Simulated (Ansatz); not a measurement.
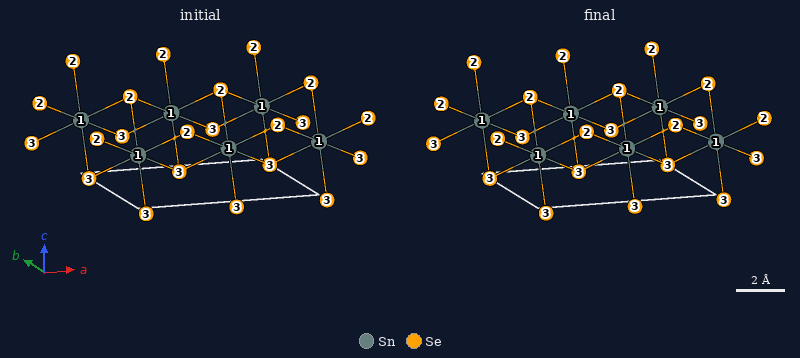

The structure of a slab of composition SnSe2 before (left) and after (right) a relaxation, at one scale.

A ball-and-stick model of the 2 × 1 repeat of the cell, outlined in the plane, without the vacuum, seen from a free direction.

All numbers below come from DFT, PBEsol, plane waves, PAW (Ansatz). Settings: plane-wave cutoff 420 eV; k-point mesh 12 × 12 × 1; occupations fermi dirac; smearing width 0.02 eV; no spin polarisation; cell and atoms relaxed; force threshold 0.005 eV/Å.

Describe what moved and what it gained.

Over 3 accepted moves (5 points after the start) the energy falls by 25.8 meV per cell of the calculation. The largest force component goes from 0.28 to 0.00061 eV/Å. The line search rejected the trial step at point 1 of the run. At 1 point the geometry stayed and the basis and grid were re-selected for the new cell (energy shift of 0.6 meV per cell of the calculation at most each time). The largest moves, 0.009 Å, are those of Se2 and Se3. Se3 goes along the normal (+c). Sn stays in place. In the plane the drawn cell goes a 7.732 → 7.604 Å (−1.7 %), b 3.866 → 3.802 Å (−1.7 %). Near-neighbour distances that change, for instance: Sn1–Se2 2.744 → 2.709 Å.
